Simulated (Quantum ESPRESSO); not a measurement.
**MgO (Periclase): modes at Γ and the response to a field**

Aim: the zone-centre modes of MgO (Periclase).

Method: DFT PBEsol, scalar-relativistic, plane waves, PseudoDojo norm-conserving pseudopotentials, in Quantum ESPRESSO 7.5.

The database entry behind the starting cell differs from later determinations by our own check (about 0.1 % long), so it need not match the best structure at ambient conditions.

## 1. Set-up

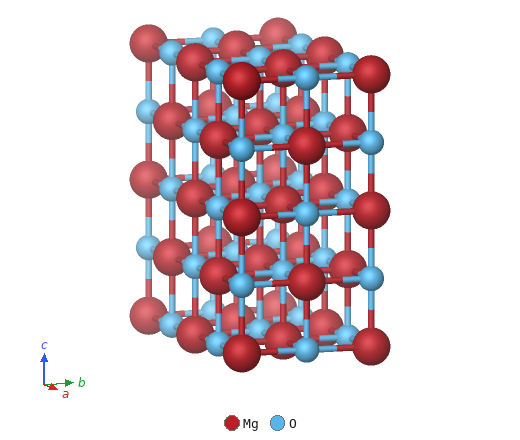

Start, viewed slightly off an axis; magnesium red, oxygen blue. 2×1×2 cells are drawn. This picture shows the conventional cell, with its axes. Some periodic images of atoms are drawn too.

## 2. A probe with smearing

Before anything dear is run, a loose run with smearing shows whether this is a metal and how far the cell is from rest.

probe.in

```
&control
   calculation = 'scf'
   prefix = 'x'
   outdir = './tmp'
   pseudo_dir = './pseudo'
   tprnfor = .true.
   tstress = .true.
   verbosity = 'high'
/
&system
   ibrav = 0
   nat = 2
   ntyp = 2
   ecutwfc = 92.0
   occupations = 'smearing'
   smearing = 'gaussian'
   degauss = 0.01
/
&electrons
   conv_thr = 1.0d-07
   mixing_beta = 0.7
   electron_maxstep = 100
/
ATOMIC_SPECIES
 Mg     24.3050  Mg.upf
 O      15.9990  O.upf
CELL_PARAMETERS angstrom
    -2.108500000    0.000000000    2.108500000
     0.000000000    2.108500000    2.108500000
    -2.108500000    2.108500000    0.000000000
ATOMIC_POSITIONS crystal
 Mg     0.000000000   0.000000000   0.000000000
 O      0.500000000   0.500000000   0.500000000
K_POINTS automatic
 8 8 8 0 0 0
```

Command:

```bash
> OMP_NUM_THREADS=1 mpirun -n 4 pw.x -nk 4 -in probe.in > probe.out
```

The log of the run:

```text
[banners, grids, parts of the stress and lines that vanish by symmetry left out]
Program PWSCF v.7.5
     Message from routine setup:
     using ibrav=0 with symmetry is DISCOURAGED, use correct ibrav instead
[...]
kinetic-energy cutoff     =      92.0000  Ry
     charge density cutoff     =     368.0000  Ry
     scf convergence threshold =      1.0E-07
[...]
Exchange-correlation= PBESOL
                           (   1   4  10   8   0   0   0)
[...]
48 Sym. Ops., with inversion, found
[...]
(     0          1          0      )
                  (     0          0          1      )
[...]
(  0.0000000  1.0000000  0.0000000 )
                  ( -0.0000000 -0.0000000  1.0000000 )
[...]
(     1          0         -1      )
                  (     0          0         -1      )
[...]
( -0.0000000 -1.0000000 -0.0000000 )
[...]
(     0          1         -1      )
                  (     0          1          0      )
[...]
( -1.0000000  0.0000000  0.0000000 )
                  (  0.0000000  1.0000000 -0.0000000 )
[...]
number of k points=    29  Gaussian smearing, width (Ry)=  0.0100
[...]
End of self-consistent calculation
[...]
the Fermi energy is    10.5171 ev
!    total energy              =    -151.82421674 Ry
[...]
convergence has been achieved in   7 iterations
[...]
atom    1 type  1   force =     0.00000000    0.00000000    0.00000000
     atom    2 type  2   force =     0.00000000    0.00000000   -0.00000000
[...]
Total force =     0.000000     Total SCF correction =     0.000000
[...]
total   stress  (Ry/bohr**3)                   (kbar)     P=       -3.66
[...]
XML data file, charge density, pseudopotentials, collected wavefunctions

   JOB DONE.
```

Elapsed: 3.9 s, on 4 MPI ranks of Intel Xeon Platinum 8259CL at 2.50GHz (Skylake/Cascade Lake), shared host.

Read from the output:

| Quantity | Value |
| --- | --- |
| volume per atom | 9.374 Å³ |
| pressure | -0.3660 GPa |
| gap on the k-mesh | 4.630 eV |

A gap of 4.6 eV opens on this mesh, so the crystal is taken as an insulator; the start stands at -0.37 GPa.

## 3. Relaxing the cell and atoms

The relaxation runs at a cutoff a fifth above that of the response, since stress converges more slowly with the basis than frequencies do. Forces and stress are brought to rest with tight thresholds.

relax.in

```
&control
   calculation = 'vc-relax'
   prefix = 'x'
   outdir = './tmp'
   pseudo_dir = './pseudo'
   tprnfor = .true.
   tstress = .true.
   forc_conv_thr = 2.0d-05
   etot_conv_thr = 1.0d-07
   nstep = 40
/
&system
   ibrav = 0
   nat = 2
   ntyp = 2
   ecutwfc = 110
   occupations = 'fixed'
   nbnd = 10
/
&electrons
   conv_thr = 1.0d-11
   mixing_beta = 0.7
   electron_maxstep = 100
/
&ions
/
&cell
   press_conv_thr = 0.2
/
ATOMIC_SPECIES
 Mg     24.3050  Mg.upf
 O      15.9990  O.upf
CELL_PARAMETERS angstrom
    -2.108500000    0.000000000    2.108500000
     0.000000000    2.108500000    2.108500000
    -2.108500000    2.108500000    0.000000000
ATOMIC_POSITIONS crystal
 Mg     0.000000000   0.000000000   0.000000000
 O      0.500000000   0.500000000   0.500000000
K_POINTS automatic
 10 10 10 0 0 0
```

Command:

```bash
> OMP_NUM_THREADS=1 mpirun -n 4 pw.x -nk 4 -in relax.in > relax.out
```

The log of the run:

```text
[banners, grids, parts of the stress and lines that vanish by symmetry left out]
[banner, memory and clock lines left out]
Program PWSCF v.7.5

[...]
kinetic-energy cutoff     =     110.0000  Ry
     charge density cutoff     =     440.0000  Ry
     scf convergence threshold =      1.0E-11
[...]
energy convergence thresh.=      1.0E-07
     force convergence thresh. =      2.0E-05
     press convergence thresh. =      2.0E-01
     Exchange-correlation= PBESOL
                           (   1   4  10   8   0   0   0)
[...]
48 Sym. Ops., with inversion, found
[...]
number of k points=    47
[...]
End of self-consistent calculation
[...]
highest occupied, lowest unoccupied level (ev):     7.8929   12.5235
!    total energy              =    -151.82424472 Ry
[...]
convergence has been achieved in   9 iterations
[...]
atom    1 type  1   force =     0.00000000    0.00000000    0.00000000
     atom    2 type  2   force =     0.00000000    0.00000000    0.00000000
     Total force =     0.000000     Total SCF correction =     0.000000
[...]
total   stress  (Ry/bohr**3)                   (kbar)     P=       -3.26
[...]
number of bfgs steps    =   0
[...]
CELL_PARAMETERS (angstrom)
[...]
ATOMIC_POSITIONS (crystal)
Mg              -0.0000000000        0.0000000000       -0.0000000000
O                0.5000000000        0.5000000000        0.5000000000
[...]
New effective cutoffs (rho, wfc):  440.00  110.10
[...]
End of self-consistent calculation
[...]
highest occupied, lowest unoccupied level (ev):     7.9133   12.5599
!    total energy              =    -151.82424753 Ry
[...]
convergence has been achieved in   5 iterations
[...]
atom    1 type  1   force =    -0.00000000    0.00000000   -0.00000000
     atom    2 type  2   force =     0.00000000    0.00000000   -0.00000000
     Total force =     0.000000     Total SCF correction =     0.000000
[...]
total   stress  (Ry/bohr**3)                   (kbar)     P=       -0.66
[...]
number of bfgs steps    =   1
[...]
CELL_PARAMETERS (angstrom)
[...]
ATOMIC_POSITIONS (crystal)
Mg              -0.0000000000        0.0000000000        0.0000000000
O                0.5000000000        0.5000000000        0.5000000000
[...]
New effective cutoffs (rho, wfc):  440.13  110.13
[...]
End of self-consistent calculation
[...]
highest occupied, lowest unoccupied level (ev):     7.9185   12.5693
!    total energy              =    -151.82424765 Ry
[...]
convergence has been achieved in   5 iterations
[...]
atom    1 type  1   force =    -0.00000000    0.00000000    0.00000000
     atom    2 type  2   force =     0.00000000   -0.00000000    0.00000000
     Total force =     0.000000     Total SCF correction =     0.000000
[...]
total   stress  (Ry/bohr**3)                   (kbar)     P=        0.00
[...]
number of bfgs steps    =   2
[...]
small trust_radius: resetting bfgs history
[...]
CELL_PARAMETERS (angstrom)
[...]
ATOMIC_POSITIONS (crystal)
Mg               0.0000000000        0.0000000000        0.0000000000
O                0.5000000000        0.5000000000        0.5000000000
[...]
New effective cutoffs (rho, wfc):  440.13  110.13
[...]
End of self-consistent calculation
[...]
highest occupied, lowest unoccupied level (ev):     7.9185   12.5692
!    total energy              =    -151.82424765 Ry
[...]
convergence has been achieved in   1 iterations
[...]
atom    1 type  1   force =    -0.00000000   -0.00000000    0.00000000
     atom    2 type  2   force =     0.00000000    0.00000000   -0.00000000
     Total force =     0.000000     Total SCF correction =     0.000000
[...]
total   stress  (Ry/bohr**3)                   (kbar)     P=        0.00
[...]
bfgs converged in   4 scf cycles and   3 bfgs steps
[...]
End of BFGS Geometry Optimization
     Final enthalpy           =    -151.8242476481 Ry
     File ./tmp/x.bfgs deleted, as requested
[...]
CELL_PARAMETERS (angstrom)
[...]
ATOMIC_POSITIONS (crystal)
Mg               0.0000000000        0.0000000000        0.0000000000
O                0.5000000000        0.5000000000        0.5000000000
[...]
Final scf calculation at the relaxed structure.
[...]
kinetic-energy cutoff     =     110.0000  Ry
     charge density cutoff     =     440.0000  Ry
     scf convergence threshold =      1.0E-13
[...]
press convergence thresh. =      2.0E-01
     Exchange-correlation= PBESOL
                           (   1   4  10   8   0   0   0)
[...]
48 Sym. Ops., with inversion, found
[...]
number of k points=    47
[...]
End of self-consistent calculation
[...]
highest occupied, lowest unoccupied level (ev):     7.9185   12.5692
!    total energy              =    -151.82424757 Ry
[...]
convergence has been achieved in  14 iterations
[...]
atom    1 type  1   force =     0.00000000    0.00000000    0.00000000
     atom    2 type  2   force =    -0.00000000   -0.00000000    0.00000000
     Total force =     0.000000     Total SCF correction =     0.000000
[...]
total   stress  (Ry/bohr**3)                   (kbar)     P=        0.00
[...]
XML data file, charge density, pseudopotentials, collected wavefunctions
```

Elapsed: 22 s, on 4 MPI ranks.

Little changed from the start: no atom moved by 0.005 Å and no cell edge by 0.1 %.

The last row of the table of steps is pw.x's closing run on a basis chosen anew for the final cell, so its energy can jump.

Read from the output:

```yaml
volume_per_atom: 9.354 Å³
pressure: 0 GPa
gap_on_the_k_mesh: 4.651 eV
```

The volume changes by -0.2 % from the cell with which this run began.

## 4. Self-consistent run for the response

The response is built on this ground state, so it is converged far tighter than an energy would need. With a gap, occupations are fixed, which also allows the response to an electric field.

scf.in

```
&control
   calculation = 'scf'
   prefix = 'x'
   outdir = './tmp'
   pseudo_dir = './pseudo'
   tprnfor = .true.
   tstress = .true.
/
&system
   ibrav = 0
   nat = 2
   ntyp = 2
   ecutwfc = 92.0
   occupations = 'fixed'
   nbnd = 10
/
&electrons
   conv_thr = 1.0d-12
   mixing_beta = 0.7
   electron_maxstep = 100
/
ATOMIC_SPECIES
 Mg     24.3050  Mg.upf
 O      15.9990  O.upf
CELL_PARAMETERS angstrom
    -2.107035473    0.000000000    2.107035473
     0.000000000    2.107035473    2.107035473
    -2.107035473    2.107035473    0.000000000
ATOMIC_POSITIONS crystal
 Mg     0.000000000   0.000000000   0.000000000
 O      0.500000000   0.500000000   0.500000000
K_POINTS automatic
 12 12 12 0 0 0
```

Command:

```bash
> OMP_NUM_THREADS=1 mpirun -n 4 pw.x -nk 4 -in scf.in > scf.out
```

The log of the run:

```text
[banners, grids, parts of the stress and lines that vanish by symmetry left out]
[banner, memory and clock lines left out]
Program PWSCF v.7.5

[...]
kinetic-energy cutoff     =      92.0000  Ry
     charge density cutoff     =     368.0000  Ry
     scf convergence threshold =      1.0E-12
[...]
Exchange-correlation= PBESOL
                           (   1   4  10   8   0   0   0)
[...]
48 Sym. Ops., with inversion, found
[...]
number of k points=    72
[...]
End of self-consistent calculation
[...]
highest occupied, lowest unoccupied level (ev):     7.9185   12.5693
!    total energy              =    -151.82422102 Ry
[...]
convergence has been achieved in  12 iterations
[...]
atom    1 type  1   force =    -0.00000000    0.00000000   -0.00000000
     atom    2 type  2   force =     0.00000000    0.00000000   -0.00000000
     Total force =     0.000000     Total SCF correction =     0.000000
[...]
total   stress  (Ry/bohr**3)                   (kbar)     P=       -0.14
[...]
XML data file, charge density, pseudopotentials, collected wavefunctions
```

Run time: 8.8 s. Hardware: 4 MPI ranks.

Read from the output:

```yaml
pressure: -0.01400 GPa
```

The cell stands at -0.014 GPa, close enough for phonons.

(Part 1 of 5 ends here.)

[Host names and launcher messages were left out of these logs when they were recorded.]

[Logs are printed without paths, hosts, clocks, repeated set-up lines and the standing remarks that a program may print on its own settings, such as how far it seeks lower states.]

[Hosts, paths, dates, database ids (printed as entryN), source tags and the programs' standing remarks are cut or masked in the printed files.]
